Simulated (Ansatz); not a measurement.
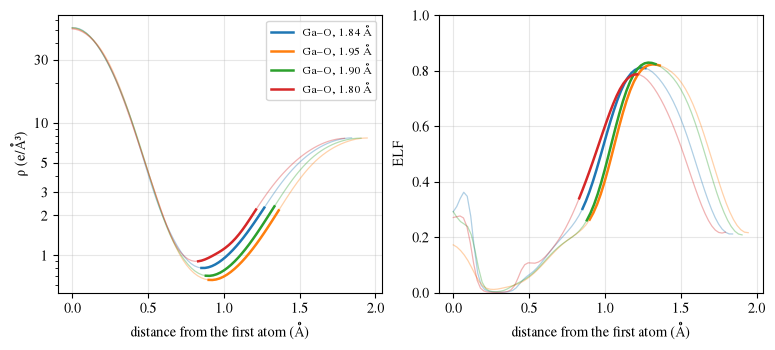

Figure. Ga$_{2}$O$_{3}$ (amorphous cell). Valence electron density and electron localisation function along straight lines between neighbouring atoms. Thin, pale parts lie inside the atomic spheres.

Method: Ansatz 0.2.0, DFT PBE, scalar-relativistic, plane waves, PAW.

The density is the valence pseudo-density of a PAW calculation; it isn't the true density close to the nuclei.

Question: What can be read from the curves?

Answer: Ga–O (1.84 Å): the density is about 0.83 e/Å³ at the midpoint; the ELF peaks at about 0.80 in the valence shell of O, 0.6 Å from its nucleus, and is about 0.40 at the midpoint.
Ga–O (1.95 Å): ρ at the midpoint is about 0.67 e/Å³; the ELF peaks at about 0.80 in the valence shell of O, 0.6 Å from its nucleus, and is about 0.35 at the midpoint.
Ga–O (1.90 Å): ρ is about 0.72 e/Å³ halfway; the ELF peaks at about 0.85 in the valence shell of O, 0.6 Å from its nucleus, and is about 0.35 at the midpoint.
Ga–O (1.80 Å): ρ is about 0.96 e/Å³ halfway; the ELF peaks at about 0.80 in the valence shell of O, 0.6 Å from its nucleus, and is about 0.45 at the midpoint.
